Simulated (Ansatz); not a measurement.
## Sn9O16 (charge +2): geometry relaxation (part 2 of 3)

Continued. System: Sn9O16 (defect cell, 25 atoms in the cell, total charge +2). Method: DFT PBE, scalar-relativistic, plane waves, PAW, no spin polarisation (Ansatz 0.2.0); cutoff 420 eV, 3×3×3 k-mesh, Gaussian smearing of 0.01 eV. The structure derives from a Materials Project entry. It belongs to a series of runs on one base structure; here: Sn interstitial, charge +2, atoms relaxed at the host's cell.

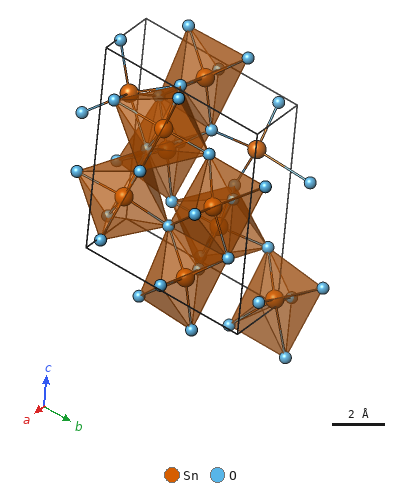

*The geometry at step 7 of the log (polyhedral view of the cell of the calculation, seen slightly off an axis; polyhedra are completed across the faces of the cell).*

## What the program printed, continued
```
SCF iter   1: F=—  HF=-63315.012206 eV  |F-HF|=—  |Δ(HF+E_count)|=         —  Δρ=1.21e-2  dr2=2.51e-1  ethr=1.19e-3  ⟨swp⟩=4.1  Hψ=4648  notcnv=0  defer=226
preconditioner: auto → Resta (q_TF=auto, 2.588 Å⁻¹)  ε∞=3.7  [insulator: Δε(μ)=0.593 eV  Ē_g=19.289 eV  σ=0.010 eV  W_gap=1.00  n_scr=84 (ndim 8)  ℏωp=31.7 eV  f_vac=0.036  D(μ)=0.00/eV (n_scr^D=0)  ε∞_Penn≈3.7]
SCF iter   2: F=—  HF=-63314.932594 eV  |F-HF|=—  |Δ(HF+E_count)|=   7.96e-2  Δρ=5.37e-3  dr2=4.05e-2  ethr=1.14e-4  ⟨swp⟩=2.7  Hψ=3846  notcnv=0  defer=246
SCF iter   3: F=—  HF=-63314.923875 eV  |F-HF|=—  |Δ(HF+E_count)|=   8.72e-3  Δρ=2.08e-3  dr2=1.03e-2  ethr=1.84e-5  ⟨swp⟩=2.9  Hψ=3316  notcnv=0  defer=246
SCF iter   4: F=—  HF=-63314.922526 eV  |F-HF|=—  |Δ(HF+E_count)|=   1.35e-3  Δρ=6.87e-4  dr2=1.12e-3  ethr=4.68e-6  ⟨swp⟩=2.0  Hψ=2526  notcnv=0  defer=246
SCF iter   5: F=—  HF=-63314.922592 eV  |F-HF|=—  |Δ(HF+E_count)|=   6.64e-5  Δρ=2.15e-4  dr2=1.39e-4  ethr=5.08e-7  ⟨swp⟩=2.0  Hψ=2406  notcnv=0  defer=246
SCF iter   6: F=—  HF=-63314.922601 eV  |F-HF|=—  |Δ(HF+E_count)|=   8.89e-6  Δρ=1.46e-4  dr2=5.82e-5  ethr=6.32e-8  ⟨swp⟩=2.1  Hψ=2597  notcnv=0  defer=246
SCF iter   7: F=—  HF=-63314.922502 eV  |F-HF|=—  |Δ(HF+E_count)|=   9.93e-5  Δρ=2.69e-5  dr2=1.94e-6  ethr=2.65e-8  ⟨swp⟩=2.0  Hψ=2384  notcnv=0  defer=246
SCF iter   8: F=—  HF=-63314.922504 eV  |F-HF|=—  |Δ(HF+E_count)|=   2.33e-6  Δρ=1.83e-5  dr2=8.70e-7  ethr=8.82e-10  ⟨swp⟩=2.0  Hψ=3173  notcnv=0  defer=246
SCF iter   9: F=—  HF=-63314.922504 eV  |F-HF|=—  |Δ(HF+E_count)|=   1.67e-7  Δρ=6.42e-6  dr2=1.22e-7  ethr=3.95e-10  ⟨swp⟩=2.0  Hψ=2533  notcnv=0  defer=246
SCF iter  10: F=-63314.922504 eV  HF=-63314.922504 eV  |F-HF|=7.08e-9  |Δ(HF+E_count)|=   1.34e-8  Δρ=1.98e-6  dr2=1.11e-8  ethr=4.55e-11  ⟨swp⟩=17.0  Hψ=13712  notcnv=0
SCF 5 converged in 10 iterations: F = -63314.922504 eV  dr2 = 1.11e-8
  greatest PAW one-centre occupation: 0.996 electrons in one spin orbital (limit 2), on the Sn atom at site 7 (counted from 0), in its partial waves of l = 2
relax step   5: F+E_penalty+E_count = -63314.92250443 eV  Δ(F+E_penalty+E_count) = -3.588e-2 eV  max|allowed force component| = 1.112e-1 eV/Å  Δτ_max = 0.0975 Å  (10 SCF iters, accepted)
SCF iter   1: F=—  HF=-63314.934027 eV  |F-HF|=—  |Δ(HF+E_count)|=         —  Δρ=8.57e-3  dr2=8.86e-2  ethr=6.50e-4  ⟨swp⟩=4.0  Hψ=3751  notcnv=0  defer=253
preconditioner: auto → Resta (q_TF=auto, 2.588 Å⁻¹)  ε∞=3.7  [insulator: Δε(μ)=0.608 eV  Ē_g=19.307 eV  σ=0.010 eV  W_gap=1.00  n_scr=84 (ndim 8)  ℏωp=31.7 eV  f_vac=0.036  D(μ)=0.00/eV (n_scr^D=0)  ε∞_Penn≈3.7]
SCF iter   2: F=—  HF=-63314.914926 eV  |F-HF|=—  |Δ(HF+E_count)|=   1.91e-2  Δρ=4.23e-3  dr2=2.01e-2  ethr=4.03e-5  ⟨swp⟩=2.1  Hψ=3822  notcnv=0  defer=253
SCF iter   3: F=—  HF=-63314.912666 eV  |F-HF|=—  |Δ(HF+E_count)|=   2.26e-3  Δρ=1.72e-3  dr2=7.08e-3  ethr=9.12e-6  ⟨swp⟩=2.8  Hψ=3302  notcnv=0  defer=253
SCF iter   4: F=—  HF=-63314.911527 eV  |F-HF|=—  |Δ(HF+E_count)|=   1.14e-3  Δρ=4.07e-4  dr2=4.62e-4  ethr=3.22e-6  ⟨swp⟩=2.0  Hψ=2551  notcnv=0  defer=253
SCF iter   5: F=—  HF=-63314.911453 eV  |F-HF|=—  |Δ(HF+E_count)|=   7.47e-5  Δρ=2.22e-4  dr2=1.35e-4  ethr=2.10e-7  ⟨swp⟩=2.0  Hψ=2892  notcnv=0  defer=253
SCF iter   6: F=—  HF=-63314.911440 eV  |F-HF|=—  |Δ(HF+E_count)|=   1.25e-5  Δρ=7.71e-5  dr2=1.35e-5  ethr=6.13e-8  ⟨swp⟩=2.0  Hψ=2516  notcnv=0  defer=253
SCF iter   7: F=—  HF=-63314.911444 eV  |F-HF|=—  |Δ(HF+E_count)|=   3.85e-6  Δρ=2.68e-5  dr2=1.58e-6  ethr=6.13e-9  ⟨swp⟩=2.0  Hψ=2740  notcnv=0  defer=253
SCF iter   8: F=-63314.911445 eV  HF=-63314.911445 eV  |F-HF|=1.57e-7  |Δ(HF+E_count)|=   1.17e-6  Δρ=1.13e-5  dr2=3.18e-7  ethr=7.10e-10  ⟨swp⟩=18.0  Hψ=15902  notcnv=0
SCF 6 converged in 8 iterations: F = -63314.911445 eV  dr2 = 3.18e-7
relax step   6: F+E_penalty+E_count = -63314.91144529 eV  Δ(F+E_penalty+E_count) = +1.106e-2 eV  max|allowed force component| = 1.578e-1 eV/Å  Δτ_max = 0.0865 Å  (8 SCF iters, dr2 threshold 1.56e-6 eV, rejected (line search))
SCF iter   1: F=—  HF=-63314.935928 eV  |F-HF|=—  |Δ(HF+E_count)|=         —  Δρ=5.41e-3  dr2=3.53e-2  ethr=1.64e-4  ⟨swp⟩=4.0  Hψ=3663  notcnv=0  defer=246
preconditioner: auto → Resta (q_TF=auto, 2.588 Å⁻¹)  ε∞=3.7  [insulator: Δε(μ)=0.605 eV  Ē_g=19.296 eV  σ=0.010 eV  W_gap=1.00  n_scr=84 (ndim 8)  ℏωp=31.7 eV  f_vac=0.036  D(μ)=0.00/eV (n_scr^D=0)  ε∞_Penn≈3.7]
SCF iter   2: F=—  HF=-63314.929002 eV  |F-HF|=—  |Δ(HF+E_count)|=   6.93e-3  Δρ=2.69e-3  dr2=8.17e-3  ethr=1.61e-5  ⟨swp⟩=2.0  Hψ=3668  notcnv=0  defer=246
SCF iter   3: F=—  HF=-63314.928169 eV  |F-HF|=—  |Δ(HF+E_count)|=   8.33e-4  Δρ=1.15e-3  dr2=3.08e-3  ethr=3.72e-6  ⟨swp⟩=2.0  Hψ=3288  notcnv=0  defer=246
SCF iter   4: F=—  HF=-63314.927652 eV  |F-HF|=—  |Δ(HF+E_count)|=   5.17e-4  Δρ=2.47e-4  dr2=1.77e-4  ethr=1.40e-6  ⟨swp⟩=2.0  Hψ=2485  notcnv=0  defer=246
SCF iter   5: F=—  HF=-63314.927659 eV  |F-HF|=—  |Δ(HF+E_count)|=   7.14e-6  Δρ=1.45e-4  dr2=5.64e-5  ethr=8.04e-8  ⟨swp⟩=2.0  Hψ=2529  notcnv=0  defer=246
SCF iter   6: F=—  HF=-63314.927571 eV  |F-HF|=—  |Δ(HF+E_count)|=   8.78e-5  Δρ=4.76e-5  dr2=4.92e-6  ethr=2.57e-8  ⟨swp⟩=2.0  Hψ=2508  notcnv=0  defer=246
SCF iter   7: F=—  HF=-63314.927573 eV  |F-HF|=—  |Δ(HF+E_count)|=   1.92e-6  Δρ=1.75e-5  dr2=6.87e-7  ethr=2.24e-9  ⟨swp⟩=2.0  Hψ=2493  notcnv=0  defer=246
SCF iter   8: F=—  HF=-63314.927574 eV  |F-HF|=—  |Δ(HF+E_count)|=   4.32e-7  Δρ=7.17e-6  dr2=1.31e-7  ethr=3.12e-10  ⟨swp⟩=2.0  Hψ=2504  notcnv=0  defer=246
SCF iter   9: F=-63314.927574 eV  HF=-63314.927574 eV  |F-HF|=1.64e-8  |Δ(HF+E_count)|=   1.17e-7  Δρ=3.75e-6  dr2=3.89e-8  ethr=4.55e-11  ⟨swp⟩=17.1  Hψ=13740  notcnv=0
SCF 7 converged in 9 iterations: F = -63314.927574 eV  dr2 = 3.89e-8
relax step   7: F+E_penalty+E_count = -63314.92757366 eV  Δ(F+E_penalty+E_count) = -5.069e-3 eV  max|allowed force component| = 5.324e-2 eV/Å  Δτ_max = 0.0322 Å  (9 SCF iters, accepted)
SCF iter   1: F=—  HF=-63314.928679 eV  |F-HF|=—  |Δ(HF+E_count)|=         —  Δρ=1.05e-3  dr2=1.63e-3  ethr=4.54e-6  ⟨swp⟩=3.0  Hψ=4030  notcnv=0  defer=246
preconditioner: auto → Resta (q_TF=auto, 2.588 Å⁻¹)  ε∞=3.7  [insulator: Δε(μ)=0.602 eV  Ē_g=19.292 eV  σ=0.010 eV  W_gap=1.00  n_scr=84 (ndim 8)  ℏωp=31.7 eV  f_vac=0.036  D(μ)=0.00/eV (n_scr^D=0)  ε∞_Penn≈3.7]
SCF iter   2: F=—  HF=-63314.928121 eV  |F-HF|=—  |Δ(HF+E_count)|=   5.58e-4  Δρ=4.69e-4  dr2=2.89e-4  ethr=7.43e-7  ⟨swp⟩=2.0  Hψ=2814  notcnv=0  defer=246
SCF iter   3: F=—  HF=-63314.928058 eV  |F-HF|=—  |Δ(HF+E_count)|=   6.34e-5  Δρ=1.67e-4  dr2=7.24e-5  ethr=1.31e-7  ⟨swp⟩=2.0  Hψ=3184  notcnv=0  defer=246
SCF iter   4: F=—  HF=-63314.927962 eV  |F-HF|=—  |Δ(HF+E_count)|=   9.55e-5  Δρ=6.01e-5  dr2=1.03e-5  ethr=3.29e-8  ⟨swp⟩=2.0  Hψ=2405  notcnv=0  defer=246
SCF iter   5: F=—  HF=-63314.927962 eV  |F-HF|=—  |Δ(HF+E_count)|=   2.29e-8  Δρ=1.76e-5  dr2=1.18e-6  ethr=4.69e-9  ⟨swp⟩=2.0  Hψ=2316  notcnv=0  defer=246
SCF iter   6: F=—  HF=-63314.927962 eV  |F-HF|=—  |Δ(HF+E_count)|=   1.32e-7  Δρ=1.39e-5  dr2=5.11e-7  ethr=5.37e-10  ⟨swp⟩=2.0  Hψ=2738  notcnv=0  defer=246
SCF iter   7: F=-63314.927962 eV  HF=-63314.927962 eV  |F-HF|=2.10e-8  |Δ(HF+E_count)|=   7.31e-8  Δρ=2.54e-6  dr2=1.71e-8  ethr=4.55e-11  ⟨swp⟩=13.9  Hψ=14515  notcnv=0
SCF 8 converged in 7 iterations: F = -63314.927962 eV  dr2 = 1.71e-8
relax step   8: F+E_penalty+E_count = -63314.92796223 eV  Δ(F+E_penalty+E_count) = -3.886e-4 eV  max|allowed force component| = 1.044e-2 eV/Å  Δτ_max = 0.0080 Å  (7 SCF iters, accepted)
SCF converged after 7 iterations
Free energy (F): -63314.927962 eV
Harris-Foulkes:  -63314.927962 eV  (|F-HF|=2.10e-8)
Internal energy: -63314.927962 eV  (E = F + TS)
E sigma→0 (E₀):  -63314.927962 eV
Fermi energy:    12.537906 eV
--- Per-component energies (eV) ---
  E_band       = -439.125773
  E_kinetic    = 4498.665882
  E_local      = -11898.689644  (includes V_loc(G=0)·N_el)
  E_nonlocal   = 500.982387
  E_hartree    = 6349.871371
  E_xc         = -4588.448134
  E_vxc        = -2333.599799  (∫ρ·V_xc dr)
  E_paw        = -39844.913409  (= ΣΔE_a)
  E_vpaw       = -3906.265463  (= ΣTr[D̂ρ^β])
  E_aug_tail   = 0.038790  (compensation charges beyond the density's cutoff)
  E_ewald      = -18332.435204
  E_smearing   = -0.000000  (= −TS)
  E_closure    = -0.000000  (closes the sum)
  E_deformation_potential = 36.784810  (in the stress; not in F)
  Σ components = -63314.927962   (vs F -63314.927962, Δ=0.00e0)
--- Forces (eV/Å), atoms counted from 1 ---
  atom   1  Sn    -0.00361815     0.00183538    -0.00218940
  atom   2  Sn     0.00648447    -0.00718528    -0.00426029
  atom   3  Sn    -0.00367389    -0.00235573     0.00458361
  atom   4  Sn    -0.00736043     0.00097302     0.00045313
  atom   5  Sn     0.00191297    -0.00061448     0.00851858
  atom   6  Sn     0.00298510     0.00568588    -0.00555563
  atom   7  Sn    -0.00055949     0.00264990     0.00190439
  atom   8  Sn    -0.00143435     0.00384505    -0.00325083
  atom   9  O     -0.00023273    -0.00123002    -0.00301971
  atom  10  O      0.00014767     0.00306760    -0.00251934
  atom  11  O      0.00675288    -0.00907350     0.00348763
  atom  12  O      0.00621136    -0.00194456     0.00425453
  atom  13  O      0.00136879     0.00089800     0.00100781
  atom  14  O      0.00667039    -0.00534759     0.00201847
  atom  15  O     -0.00087497     0.00170526    -0.00628226
  atom  16  O     -0.00199510     0.01043652     0.00087395
  atom  17  O     -0.00704268     0.00977937    -0.00912342
  atom  18  O     -0.00640711    -0.00644168    -0.00046534
  atom  19  O     -0.00602964    -0.00548681     0.00049776
  atom  20  O      0.00906025     0.00169821     0.00373658
  atom  21  O     -0.00479372    -0.00052571    -0.00339204
  atom  22  O      0.00217908     0.00532468     0.00543456
  atom  23  O     -0.00217015     0.00481344     0.00152972
  atom  24  O     -0.00503783    -0.00210629     0.00474621
  atom  25  Sn     0.00743637    -0.01038901    -0.00297421
  max |Σ_I F_I| component: 2.09e-5 eV/Å
--- Charged-cell corrections in eV (Makov–Payne, q = +2.000 e, ε = [14.025, 14.025, 10.894]) ---
  F (periodic)     = -63314.927962  (uncorrected; the corrections below are reported, never added to it)
  E_corr1          = +0.949456  (monopole, q²α_M/2ε̄L, of the cell on which ε is isotropic)
  F Makov-Payne    = -63313.978506  (F + E_corr1; no measured alignment; for a localised charge, not one spread in a band: unchecked)
  no potential alignment in this run, which stands beside a crystal: run the host's input off ansatz write-host-input, and read the two finished runs by ansatz place-levels (neither reads a slab, a wire or a sheet, whose cell leaves a vacuum)
--- Band table (eV; the first three rows and the last of 14) ---
  k-point 0: bands = ["-11.0882", "-10.8168", "-10.7985", "-10.7414", "-10.6425", "-10.5416", "-10.5220", "-10.4281", "-10.4104", "-10.3770", "-10.3399", "-10.2953", "-10.2643", "-10.2520", "-10.2086", "-10.1382", "-10.0599", "-10.0235", "-9.9907", "-9.9577", "-9.9299", "-9.9077", "-9.8772", "-9.8405", "-9.8370", "-9.8327", "-9.8063", "-9.7970", "-9.7904", "-9.7775", "-9.7675", "-9.7622", "-9.7419", "-9.7343", "-9.7267", "-9.7171", "-9.7092", "-9.6966", "-9.6835", "-9.6697", "-9.6545", "-9.5054", "-9.4970", "-9.3757", "-9.2611", "-8.8392", "-7.5481", "-7.2322", "-7.1498", "-7.1167", "-6.9610", "-6.9071", "-6.8393", "-6.8300", "-6.7032", "-6.6688", "-6.1933", "-6.1763", "-5.8106", "-5.6015", "-5.2819", "2.0664", "2.7671", "2.9354", "3.1160", "3.2133", "3.3573", "3.5169", "3.8719", "5.2498", "5.3346", "5.4641", "5.8133", "5.8511", "5.9539", "6.2145", "6.2783", "6.4226", "6.4926", "6.5881", "6.6877", "6.8141", "6.8805", "6.9764", "7.0566", "7.2875", "7.3036", "7.3413", "7.3953", "7.6038", "7.7882", "7.8420", "8.0786", "8.1116", "8.1455", "8.4291", "8.6546", "8.7212", "8.7475", "8.7905", "8.9097", "8.9319", "9.0555", "9.0863", "9.1366", "9.2164", "9.4327", "9.4954", "9.5177", "10.3985", "12.8923", "14.1776", "14.4373", "14.4868", "14.8679", "14.9206", "15.0890", "15.7044", "15.9001", "15.9444", "17.2920", "17.5373", "17.7670", "18.2104", "18.3763", "18.6346", "19.3645", "19.4001", "19.4318", "19.6426", "19.6678", "19.8457", "20.0310", "20.1387", "20.2763"]
  k-point 1: bands = ["-11.0425", "-10.8596", "-10.7694", "-10.7601", "-10.6559", "-10.5814", "-10.5516", "-10.5061", "-10.3949", "-10.3538", "-10.3199", "-10.2812", "-10.2577", "-10.2121", "-10.1742", "-10.1051", "-10.0528", "-10.0233", "-9.9944", "-9.9692", "-9.9360", "-9.9116", "-9.8863", "-9.8653", "-9.8370", "-9.8130", "-9.7972", "-9.7873", "-9.7830", "-9.7763", "-9.7744", "-9.7573", "-9.7427", "-9.7364", "-9.7245", "-9.7125", "-9.7101", "-9.7026", "-9.6922", "-9.6771", "-9.6186", "-9.5089", "-9.5003", "-9.3721", "-9.2606", "-8.6781", "-8.0462", "-7.5165", "-7.4252", "-6.9982", "-6.9300", "-6.7945", "-6.7180", "-6.6845", "-6.4872", "-6.3617", "-6.1341", "-5.9954", "-5.9321", "-5.6879", "-5.4546", "2.0199", "2.2435", "2.4745", "2.5396", "3.3060", "4.0998", "4.2513", "4.4028", "5.1005", "5.4385", "5.5313", "5.6905", "5.7975", "6.0813", "6.1715", "6.2921", "6.4023", "6.4503", "6.6420", "6.7377", "6.8434", "6.9503", "7.0592", "7.1474", "7.2370", "7.2554", "7.3908", "7.4664", "7.5711", "7.6274", "7.6899", "7.8160", "7.9619", "8.0645", "8.2122", "8.4610", "8.5645", "8.6662", "8.7888", "8.8503", "8.9740", "9.0094", "9.0800", "9.1618", "9.2637", "9.4527", "9.4892", "9.5127", "11.5235", "12.9107", "13.9007", "14.1173", "14.3234", "14.5123", "14.6030", "15.2993", "15.7705", "16.3968", "16.7852", "17.0425", "17.2762", "17.6301", "18.1485", "18.2748", "18.5660", "18.7291", "19.0194", "19.3076", "19.5844", "19.8754", "19.9364", "20.1799", "20.3411", "20.3997"]
  k-point 2: bands = ["-11.0444", "-10.8590", "-10.7973", "-10.7575", "-10.7236", "-10.6071", "-10.5283", "-10.4938", "-10.4040", "-10.3528", "-10.2968", "-10.2636", "-10.2366", "-10.1930", "-10.1475", "-10.1003", "-10.0343", "-10.0107", "-9.9923", "-9.9640", "-9.9315", "-9.9023", "-9.8774", "-9.8526", "-9.8379", "-9.8058", "-9.7992", "-9.7961", "-9.7851", "-9.7820", "-9.7673", "-9.7578", "-9.7469", "-9.7368", "-9.7270", "-9.7125", "-9.7080", "-9.6994", "-9.6898", "-9.6794", "-9.6219", "-9.5116", "-9.5024", "-9.3739", "-9.2613", "-8.6124", "-7.9596", "-7.6036", "-7.4632", "-7.1326", "-7.0889", "-6.9495", "-6.7823", "-6.7479", "-6.5689", "-6.4481", "-6.0098", "-5.8994", "-5.6737", "-5.6010", "-5.3519", "2.4128", "2.6225", "2.8297", "2.9506", "3.3162", "3.4178", "3.8596", "4.1118", "5.0017", "5.1109", "5.2848", "5.5368", "5.7402", "5.8454", "5.9230", "6.0320", "6.1703", "6.3126", "6.4797", "6.5580", "6.7121", "6.8648", "6.9401", "7.1205", "7.2001", "7.3018", "7.5334", "7.6051", "7.8084", "8.0246", "8.1187", "8.2152", "8.3163", "8.3614", "8.5059", "8.5309", "8.5821", "8.6335", "8.7576", "8.7852", "8.8990", "8.9384", "8.9882", "9.1877", "9.3028", "9.4035", "9.4702", "9.5168", "11.6678", "13.1043", "13.9440", "14.3018", "14.6278", "14.8197", "15.0098", "15.1850", "15.5247", "15.9998", "16.5242", "17.2887", "17.5189", "17.6898", "17.7924", "18.4092", "18.6017", "18.7719", "18.9308", "19.2789", "19.4567", "19.6298", "19.7534", "20.0039", "20.1157", "20.3499"]
```
